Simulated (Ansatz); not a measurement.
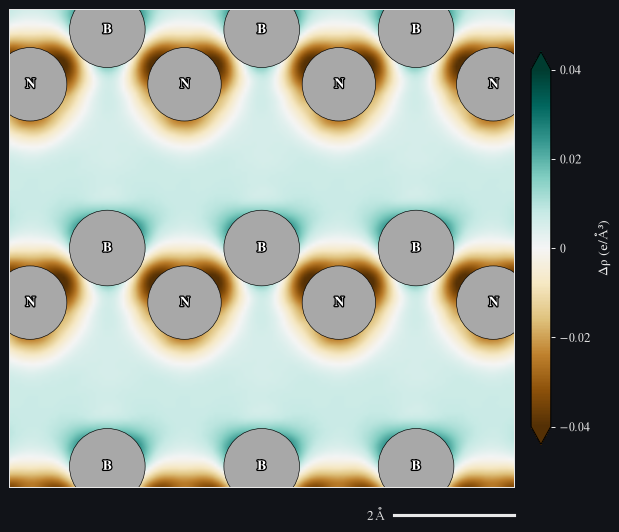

BN. Difference of the valence pseudo-densities of two functionals at the same geometry, on the (11̄0) plane of the calculation cell: PBEsol less r2SCAN.

Space group F-43m.

Both computed with Ansatz (plane waves, PAW), on the same k-point mesh. Grey discs cover the atomic cores.

```
CELL_PARAMETERS angstrom
0.00000 1.80750 1.80750
1.80750 0.00000 1.80750
1.80750 1.80750 0.00000
ATOMIC_POSITIONS crystal
B 0.00000 0.00000 0.00000
N 0.75000 0.75000 0.75000
```

### What does the difference map show?

Against r2SCAN, PBEsol gives less density around N (−0.018 e/Å³ on average at 0.8 Å from the nucleus), more density in the space between the atoms (+0.006 e/Å³ on average) and a change of −0.030 e/Å³ at the midpoint of B–N.
